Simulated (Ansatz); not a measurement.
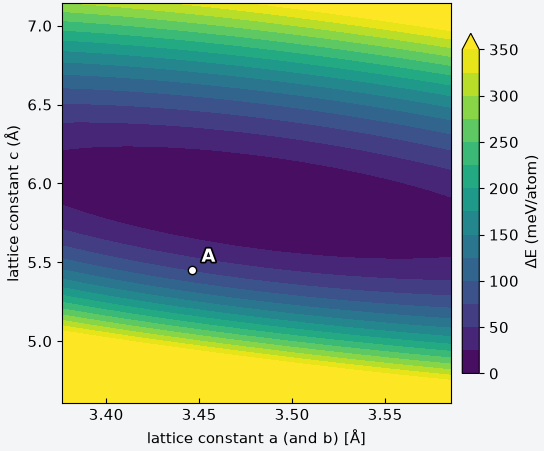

TiSe₂ (P-3m1, No. 164; 3 atoms in the cell). The energy is mapped over the lattice constants a and c of the conventional cell. Coordinates scanned: (1) lattice constant a (and b); (2) lattice constant c. Nothing is relaxed (fractional coordinates fixed). Grid: 7 × 7 points. Points are written as (first, second). All energies are given in meV/atom relative to the lowest grid point. All numbers below come from DFT PBE+D3(BJ), scalar-relativistic, plane waves, PAW (Ansatz 0.2.0). Settings: cutoff 520 eV, k-mesh 15×15×8 in the order of the run's cell vectors, gaussian smearing 0.15 eV, no spin polarisation.

The picture shows filled contours, one colour for all values above the top of the scale, the point A. Between grid points the surface is interpolated.

> Is A at rest? If not, where is it pushed?

A, at (3.446 Å, 5.45 Å), is not a stationary point. The computed force is 580 meV/atom for each Å towards larger values of lattice constant a (and b) and 310 meV/atom for each Å towards larger values of lattice constant c.
